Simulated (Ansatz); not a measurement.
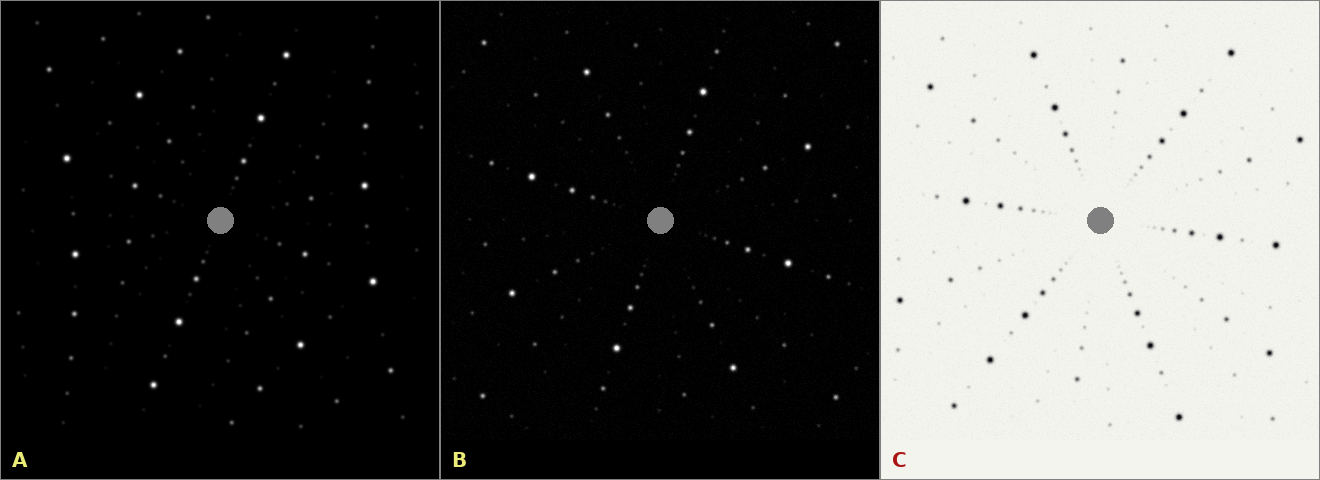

Simulated back-reflection Laue patterns (white X-rays, 0.45 to 2.2 Å, flat plate covering ±45° about the beam, kinematic intensities, seen from the source). Crystal: Ti, space group Fm-3m (No. 225), a = 4.13 Å. Structure: the input geometry of an electronic-structure calculation (not necessarily at equilibrium); the starting structure was generated, so it need not be a known form of this composition.

**The directions [001], [110], [111] point towards the source, in some order. Which is which?**

A: [110], symmetry 2mm (a twofold axis with two mirror lines). B: [001], symmetry 4mm (a fourfold axis with mirror lines). C: [111], symmetry 3m (a threefold axis with three mirror lines). The Laue class is m-3m.
